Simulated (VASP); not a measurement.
**Band-structure run, with input and output: CaB6 (part 1 of 2)**

System: CaB6 (Pm-3m, 7 atoms in the cell).
Method: Kohn-Sham DFT of a periodic cell, LDA, VASP PAW LDA potentials, recommended, no spin polarisation (VASP 6.6.1).

The structure derives from an entry of the Crystallography Open Database.

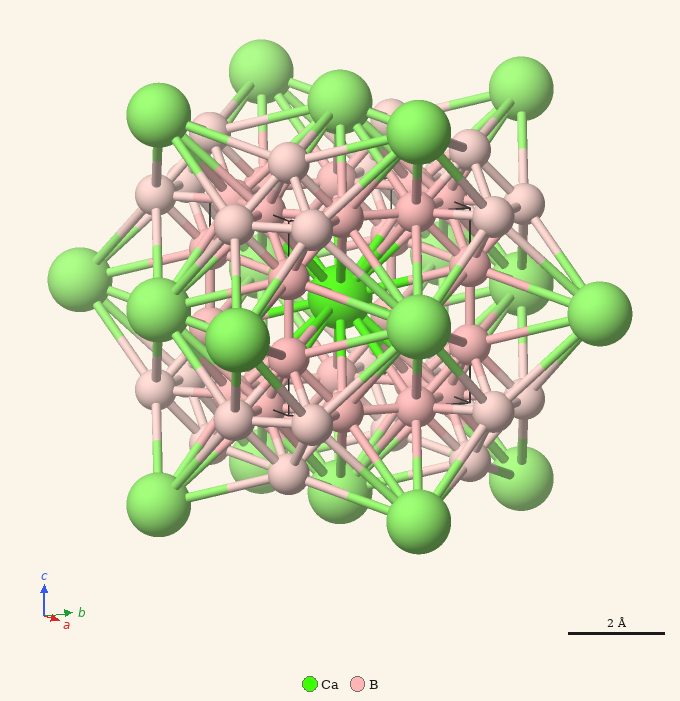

**Figure 1.** The structure as given in the input (ball-and-stick view of the cell of the calculation, seen at an oblique angle; neighbours outside the cell are drawn fainter). An atom can appear more than once, as a periodic image.

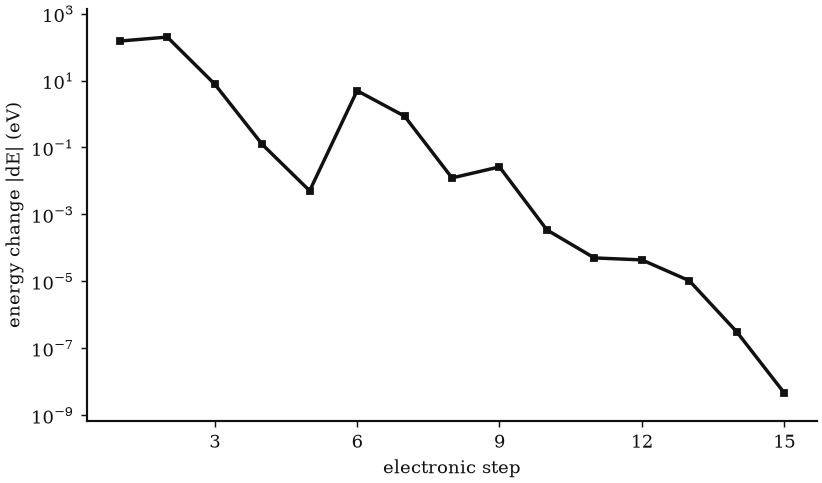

**Figure 2.** Convergence of the self-consistent field: energy change |dE| against the electronic step. It takes 15 electronic steps. The density is held fixed in the first few steps, and dE rises again when its update begins.

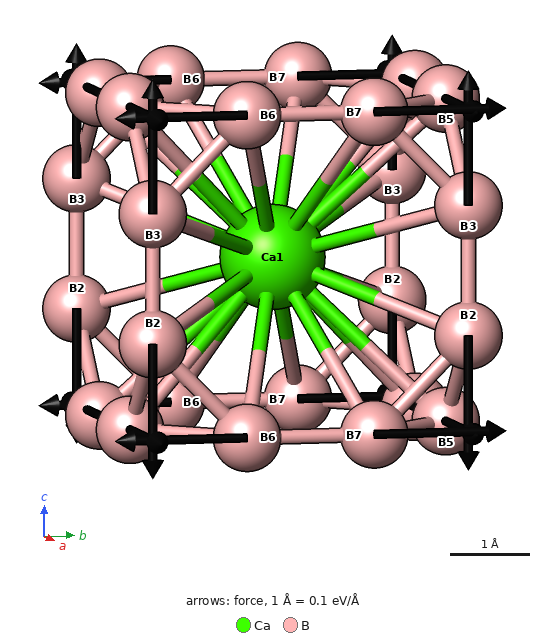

**Figure 3.** Forces on the atoms as black arrows (ball-and-stick view of the cell of the calculation, seen slightly off an axis; atoms are numbered from 1 in the order of the input). The largest act on all 6 B atoms (0.17 eV/Å). The geometry is not a stationary point of this energy.

The input that produced these results follows, with the program's output.

INCAR:
```
SYSTEM = CaB6
ALGO     = Normal         ! electronic algorithm
EDIFF    = 1E-7           ! SCF threshold, eV
ENCUT    = 520            ! plane-wave cutoff, eV
GGA      = CA             ! functional
ISIF     = 2              ! what is computed and relaxed
ISMEAR   = 1              ! smearing method
KPAR     = 2            
LASPH    = .TRUE.         ! aspherical terms in the spheres
LCHARG   = .FALSE.        ! write CHGCAR
LREAL    = .FALSE.        ! projectors in reciprocal space
LWAVE    = .FALSE.        ! write WAVECAR
NELM     = 80             ! most SCF steps
PREC     = Accurate       ! precision mode
SIGMA    = 0.1            ! smearing width, eV
```

KPOINTS:
```
k-points
0
G
  10 10 10
  0 0 0
```

KPOINTS_OPT:
```
explicit points
188
Reciprocal
 0.0000000000  0.0000000000  0.0000000000 1
 0.0000000000  0.0263157895  0.0000000000 1
 0.0000000000  0.0526315789  0.0000000000 1
 0.0000000000  0.0789473684  0.0000000000 1
 0.0000000000  0.1052631579  0.0000000000 1
 0.0000000000  0.1315789474  0.0000000000 1
 0.0000000000  0.1578947368  0.0000000000 1
 0.0000000000  0.1842105263  0.0000000000 1
 0.0000000000  0.2105263158  0.0000000000 1
 0.0000000000  0.2368421053  0.0000000000 1
 0.0000000000  0.2631578947  0.0000000000 1
 0.0000000000  0.2894736842  0.0000000000 1
 0.0000000000  0.3157894737  0.0000000000 1
 0.0000000000  0.3421052632  0.0000000000 1
 0.0000000000  0.3684210526  0.0000000000 1
 0.0000000000  0.3947368421  0.0000000000 1
 0.0000000000  0.4210526316  0.0000000000 1
 0.0000000000  0.4473684211  0.0000000000 1
 0.0000000000  0.4736842105  0.0000000000 1
 0.0000000000  0.5000000000  0.0000000000 1
 0.0000000000  0.5000000000  0.0000000000 1
 0.0263157895  0.5000000000  0.0000000000 1
 0.0526315789  0.5000000000  0.0000000000 1
 0.0789473684  0.5000000000  0.0000000000 1
 0.1052631579  0.5000000000  0.0000000000 1
 0.1315789474  0.5000000000  0.0000000000 1
 0.1578947368  0.5000000000  0.0000000000 1
 0.1842105263  0.5000000000  0.0000000000 1
 0.2105263158  0.5000000000  0.0000000000 1
 0.2368421053  0.5000000000  0.0000000000 1
 0.2631578947  0.5000000000  0.0000000000 1
 0.2894736842  0.5000000000  0.0000000000 1
 0.3157894737  0.5000000000  0.0000000000 1
 0.3421052632  0.5000000000  0.0000000000 1
 0.3684210526  0.5000000000  0.0000000000 1
 0.3947368421  0.5000000000  0.0000000000 1
 0.4210526316  0.5000000000  0.0000000000 1
 0.4473684211  0.5000000000  0.0000000000 1
 0.4736842105  0.5000000000  0.0000000000 1
 0.5000000000  0.5000000000  0.0000000000 1
 0.5000000000  0.5000000000  0.0000000000 1
 0.4736842105  0.4736842105  0.0000000000 1
 0.4473684211  0.4473684211  0.0000000000 1
 0.4210526316  0.4210526316  0.0000000000 1
 0.3947368421  0.3947368421  0.0000000000 1
 0.3684210526  0.3684210526  0.0000000000 1
 0.3421052632  0.3421052632  0.0000000000 1
 0.3157894737  0.3157894737  0.0000000000 1
 0.2894736842  0.2894736842  0.0000000000 1
 0.2631578947  0.2631578947  0.0000000000 1
 0.2368421053  0.2368421053  0.0000000000 1
 0.2105263158  0.2105263158  0.0000000000 1
 0.1842105263  0.1842105263  0.0000000000 1
 0.1578947368  0.1578947368  0.0000000000 1
 0.1315789474  0.1315789474  0.0000000000 1
 0.1052631579  0.1052631579  0.0000000000 1
 0.0789473684  0.0789473684  0.0000000000 1
 0.0526315789  0.0526315789  0.0000000000 1
 0.0263157895  0.0263157895  0.0000000000 1
 0.0000000000  0.0000000000  0.0000000000 1
 0.0000000000  0.0000000000  0.0000000000 1
 0.0263157895  0.0263157895  0.0263157895 1
 0.0526315789  0.0526315789  0.0526315789 1
 0.0789473684  0.0789473684  0.0789473684 1
 0.1052631579  0.1052631579  0.1052631579 1
 0.1315789474  0.1315789474  0.1315789474 1
 0.1578947368  0.1578947368  0.1578947368 1
 0.1842105263  0.1842105263  0.1842105263 1
 0.2105263158  0.2105263158  0.2105263158 1
 0.2368421053  0.2368421053  0.2368421053 1
 0.2631578947  0.2631578947  0.2631578947 1
 0.2894736842  0.2894736842  0.2894736842 1
 0.3157894737  0.3157894737  0.3157894737 1
 0.3421052632  0.3421052632  0.3421052632 1
 0.3684210526  0.3684210526  0.3684210526 1
 0.3947368421  0.3947368421  0.3947368421 1
 0.4210526316  0.4210526316  0.4210526316 1
 0.4473684211  0.4473684211  0.4473684211 1
 0.4736842105  0.4736842105  0.4736842105 1
 0.5000000000  0.5000000000  0.5000000000 1
 0.5000000000  0.5000000000  0.5000000000 1
 0.4736842105  0.5000000000  0.4736842105 1
 0.4473684211  0.5000000000  0.4473684211 1
 0.4210526316  0.5000000000  0.4210526316 1
 0.3947368421  0.5000000000  0.3947368421 1
 0.3684210526  0.5000000000  0.3684210526 1
 0.3421052632  0.5000000000  0.3421052632 1
 0.3157894737  0.5000000000  0.3157894737 1
 0.2894736842  0.5000000000  0.2894736842 1
 0.2631578947  0.5000000000  0.2631578947 1
 0.2368421053  0.5000000000  0.2368421053 1
 0.2105263158  0.5000000000  0.2105263158 1
 0.1842105263  0.5000000000  0.1842105263 1
 0.1578947368  0.5000000000  0.1578947368 1
 0.1315789474  0.5000000000  0.1315789474 1
 0.1052631579  0.5000000000  0.1052631579 1
 0.0789473684  0.5000000000  0.0789473684 1
 0.0526315789  0.5000000000  0.0526315789 1
 0.0263157895  0.5000000000  0.0263157895 1
 0.0000000000  0.5000000000  0.0000000000 1
 0.5000000000  0.5000000000  0.0000000000 1
 0.5000000000  0.5000000000  0.0263157895 1
 0.5000000000  0.5000000000  0.0526315789 1
 0.5000000000  0.5000000000  0.0789473684 1
 0.5000000000  0.5000000000  0.1052631579 1
 0.5000000000  0.5000000000  0.1315789474 1
 0.5000000000  0.5000000000  0.1578947368 1
 0.5000000000  0.5000000000  0.1842105263 1
 0.5000000000  0.5000000000  0.2105263158 1
 0.5000000000  0.5000000000  0.2368421053 1
 0.5000000000  0.5000000000  0.2631578947 1
 0.5000000000  0.5000000000  0.2894736842 1
 0.5000000000  0.5000000000  0.3157894737 1
 0.5000000000  0.5000000000  0.3421052632 1
 0.5000000000  0.5000000000  0.3684210526 1
 0.5000000000  0.5000000000  0.3947368421 1
 0.5000000000  0.5000000000  0.4210526316 1
 0.5000000000  0.5000000000  0.4473684211 1
 0.5000000000  0.5000000000  0.4736842105 1
 0.5000000000  0.5000000000  0.5000000000 1
 0.0000000000  0.0000000000  0.0000000000 1
 0.0079163700  0.0000000000  0.0000000000 1
-0.0079163700  0.0000000000  0.0000000000 1
 0.0230894000  0.0000000000  0.0000000000 1
-0.0230894000  0.0000000000  0.0000000000 1
 0.0055977200  0.0055977200  0.0000000000 1
-0.0055977200 -0.0055977200  0.0000000000 1
 0.0163266700  0.0163266700  0.0000000000 1
-0.0163266700 -0.0163266700  0.0000000000 1
 0.0045705200  0.0045705200  0.0045705200 1
-0.0045705200 -0.0045705200 -0.0045705200 1
 0.0133306700  0.0133306700  0.0133306700 1
-0.0133306700 -0.0133306700 -0.0133306700 1
 0.0055977200 -0.0055977200  0.0000000000 1
-0.0055977200  0.0055977200  0.0000000000 1
 0.0163266700 -0.0163266700  0.0000000000 1
-0.0163266700  0.0163266700  0.0000000000 1
 0.5000000000  0.5000000000  0.0000000000 1
 0.5079163700  0.5000000000  0.0000000000 1
 0.4920836300  0.5000000000  0.0000000000 1
 0.5230894000  0.5000000000  0.0000000000 1
 0.4769106000  0.5000000000  0.0000000000 1
 0.5055977200  0.5055977200  0.0000000000 1
 0.4944022800  0.4944022800  0.0000000000 1
 0.5163266700  0.5163266700  0.0000000000 1
 0.4836733300  0.4836733300  0.0000000000 1
 0.5045705200  0.5045705200  0.0045705200 1
 0.4954294800  0.4954294800 -0.0045705200 1
 0.5133306700  0.5133306700  0.0133306700 1
 0.4866693300  0.4866693300 -0.0133306700 1
 0.5055977200  0.4944022800  0.0000000000 1
 0.4944022800  0.5055977200  0.0000000000 1
 0.5163266700  0.4836733300  0.0000000000 1
 0.4836733300  0.5163266700  0.0000000000 1
 0.5000000000  0.5000000000  0.5000000000 1
 0.5079163700  0.5000000000  0.5000000000 1
 0.4920836300  0.5000000000  0.5000000000 1
 0.5230894000  0.5000000000  0.5000000000 1
 0.4769106000  0.5000000000  0.5000000000 1
 0.5055977200  0.5055977200  0.5000000000 1
 0.4944022800  0.4944022800  0.5000000000 1
 0.5163266700  0.5163266700  0.5000000000 1
 0.4836733300  0.4836733300  0.5000000000 1
 0.5045705200  0.5045705200  0.5045705200 1
 0.4954294800  0.4954294800  0.4954294800 1
 0.5133306700  0.5133306700  0.5133306700 1
 0.4866693300  0.4866693300  0.4866693300 1
 0.5055977200  0.4944022800  0.5000000000 1
 0.4944022800  0.5055977200  0.5000000000 1
 0.5163266700  0.4836733300  0.5000000000 1
 0.4836733300  0.5163266700  0.5000000000 1
 0.0000000000  0.5000000000  0.0000000000 1
 0.0079163700  0.5000000000  0.0000000000 1
-0.0079163700  0.5000000000  0.0000000000 1
 0.0230894000  0.5000000000  0.0000000000 1
-0.0230894000  0.5000000000  0.0000000000 1
 0.0055977200  0.5055977200  0.0000000000 1
-0.0055977200  0.4944022800  0.0000000000 1
 0.0163266700  0.5163266700  0.0000000000 1
-0.0163266700  0.4836733300  0.0000000000 1
 0.0045705200  0.5045705200  0.0045705200 1
-0.0045705200  0.4954294800 -0.0045705200 1
 0.0133306700  0.5133306700  0.0133306700 1
-0.0133306700  0.4866693300 -0.0133306700 1
 0.0055977200  0.4944022800  0.0000000000 1
-0.0055977200  0.5055977200  0.0000000000 1
 0.0163266700  0.4836733300  0.0000000000 1
-0.0163266700  0.5163266700  0.0000000000 1
```

POSCAR:
```
CaB6                                    
1.0
    4.1300390163      0.0000000000      0.0000000000
    0.0000000000      4.1300390163      0.0000000000
    0.0000000000      0.0000000000      4.1300390163
  Ca              B             
     1     6
Direct
     0.5000000000000000    0.5000000000000000    0.5000000000000000
     0.0000000000000000    0.0000000000000000    0.2984678719884712
     0.0000000000000000    0.0000000000000000    0.7015321280115288
     0.2984678719884712    0.0000000000000000    0.0000000000000000
     0.7015321280115288    0.0000000000000000    0.0000000000000000
     0.0000000000000000    0.2984678719884712    0.0000000000000000
     0.0000000000000000    0.7015321280115288    0.0000000000000000
```

Run as:
```bash
cat potpaw_LDA.64/Ca_sv/POTCAR potpaw_LDA.64/B/POTCAR > POTCAR
mpirun -np 2 vasp_std > vasp.out
```

OSZICAR:
```
N       E                     dE             d eps       ncg     rms          rms(c)
DAV:   1     0.151294203731E+03    0.15129E+03   -0.13579E+04  2016   0.145E+03
DAV:   2    -0.477268855111E+02   -0.19902E+03   -0.19482E+03  2672   0.336E+02
DAV:   3    -0.555342639897E+02   -0.78074E+01   -0.77890E+01  3598   0.624E+01
DAV:   4    -0.556581134383E+02   -0.12385E+00   -0.12371E+00  2720   0.650E+00
DAV:   5    -0.556631950638E+02   -0.50816E-02   -0.50805E-02  3172   0.907E-01    0.997E+00
DAV:   6    -0.506907525989E+02    0.49724E+01   -0.86203E+00  2674   0.160E+01    0.485E+00
DAV:   7    -0.498288665094E+02    0.86189E+00   -0.55302E+00  2800   0.111E+01    0.131E+00
DAV:   8    -0.498411612267E+02   -0.12295E-01   -0.88147E-01  2912   0.584E+00    0.730E-01
DAV:   9    -0.498148866464E+02    0.26275E-01   -0.10890E-01  2742   0.174E+00    0.158E-01
DAV:  10    -0.498152298171E+02   -0.34317E-03   -0.18901E-02  3392   0.678E-01    0.116E-01
DAV:  11    -0.498151797794E+02    0.50038E-04   -0.82700E-04  2706   0.205E-01    0.597E-02
DAV:  12    -0.498151360348E+02    0.43745E-04   -0.14594E-04  2904   0.855E-02    0.225E-02
DAV:  13    -0.498151255996E+02    0.10435E-04   -0.69916E-05  2736   0.500E-02    0.281E-03
DAV:  14    -0.498151259093E+02   -0.30974E-06   -0.39375E-06  2792   0.143E-02    0.222E-03
DAV:  15    -0.498151259140E+02   -0.46466E-08   -0.16734E-07  2494   0.283E-03
   1 F= -.49815126E+02 E0= -.49815105E+02  d E =-.621778E-04
       N       E                     dE             ncg
DAV:   1     0.224615749827E+03   -0.30561E+05     2016
DAV:   2    -0.100502674691E+05   -0.10275E+05     2562
DAV:   3    -0.105871817271E+05   -0.53691E+03     3526
DAV:   4    -0.105977432876E+05   -0.10562E+02     2752
DAV:   5    -0.105980252673E+05   -0.28198E+00     3136
DAV:   6    -0.105980299126E+05   -0.46453E-02     2926
DAV:   7    -0.105980300376E+05   -0.12502E-03     3072
DAV:   8    -0.105980300400E+05   -0.23865E-05     2812
DAV:   9    -0.105980300401E+05   -0.97145E-07     2110
       N       E                     dE             ncg
DAV:   1     0.182078444057E+03   -0.40566E+05     2016
DAV:   2    -0.101456159388E+05   -0.10328E+05     2630
DAV:   3    -0.106684262254E+05   -0.52281E+03     3446
DAV:   4    -0.106800803380E+05   -0.11654E+02     2926
DAV:   5    -0.106803531658E+05   -0.27283E+00     3282
DAV:   6    -0.106803555429E+05   -0.23770E-02     2966
DAV:   7    -0.106803555915E+05   -0.48588E-04     3264
DAV:   8    -0.106803555919E+05   -0.48182E-06     2814
DAV:   9    -0.106803555920E+05   -0.19139E-07     2382
       N       E                     dE             ncg
DAV:   1     0.160277003704E+03   -0.39066E+05     2016
DAV:   2    -0.100327034578E+05   -0.10193E+05     2566
DAV:   3    -0.106290247894E+05   -0.59632E+03     3470
DAV:   4    -0.106417426686E+05   -0.12718E+02     2908
DAV:   5    -0.106420468599E+05   -0.30419E+00     3152
DAV:   6    -0.106420509679E+05   -0.41080E-02     3052
DAV:   7    -0.106420510291E+05   -0.61223E-04     3268
DAV:   8    -0.106420510298E+05   -0.61875E-06     2896
DAV:   9    -0.106420510298E+05   -0.14312E-07     2464
       N       E                     dE             ncg
DAV:   1     0.309012810714E+05   -0.13248E+05      720
DAV:   2     0.271732972327E+05   -0.37280E+04      876
DAV:   3     0.269716017793E+05   -0.20170E+03     1272
DAV:   4     0.269677259687E+05   -0.38758E+01      896
DAV:   5     0.269675838809E+05   -0.14209E+00     1192
DAV:   6     0.269675824074E+05   -0.14735E-02     1038
DAV:   7     0.269675823773E+05   -0.30129E-04     1220
DAV:   8     0.269675823770E+05   -0.24450E-06     1030
DAV:   9     0.269675823770E+05   -0.54533E-08      932
```

Parts of OUTCAR:
```
SYSTEM = CaB6
   EDIFF = 1E-7
   ENCUT = 520
   GGA = CA
   ISIF = 2
   ISMEAR = 1
   LASPH = .TRUE.
   LREAL = .FALSE.
   NELM = 80
   PREC = Accurate

 ion  position               nearest neighbor table
   1  0.500  0.500  0.500-
   2  0.000  0.000  0.298-   3 1.66   4 1.74   5 1.74   6 1.74   7 1.74
   3  0.000  0.000  0.702-   2 1.66   4 1.74   5 1.74   6 1.74   7 1.74
   4  0.298  0.000  0.000-   5 1.66   3 1.74   2 1.74   6 1.74   7 1.74
   5  0.702  0.000  0.000-   4 1.66   3 1.74   2 1.74   6 1.74   7 1.74
   6  0.000  0.298  0.000-   7 1.66   3 1.74   4 1.74   5 1.74   2 1.74
   7  0.000  0.702  0.000-   6 1.66   3 1.74   4 1.74   5 1.74   2 1.74

  LATTYP: Found a simple cubic cell.
 ALAT       =     4.1300390163

  Lattice vectors:

 A1 = (   4.1300390163,   0.0000000000,   0.0000000000)
 A2 = (   0.0000000000,   4.1300390163,   0.0000000000)
 A3 = (   0.0000000000,   0.0000000000,   4.1300390163)

Analysis of symmetry for initial positions (statically):
=====================================================================
 Subroutine PRICEL returns:
 Original cell was already a primitive cell.

 Routine SETGRP: Setting up the symmetry group for a
 simple cubic supercell.

 Subroutine GETGRP returns: Found 48 space group operations
 (whereof 48 operations were pure point group operations)
 out of a pool of 48 trial point group operations.

The static configuration has the point symmetry O_h .

Analysis of symmetry for dynamics (positions and initial velocities):
=====================================================================
 Subroutine PRICEL returns:
 Original cell was already a primitive cell.
```
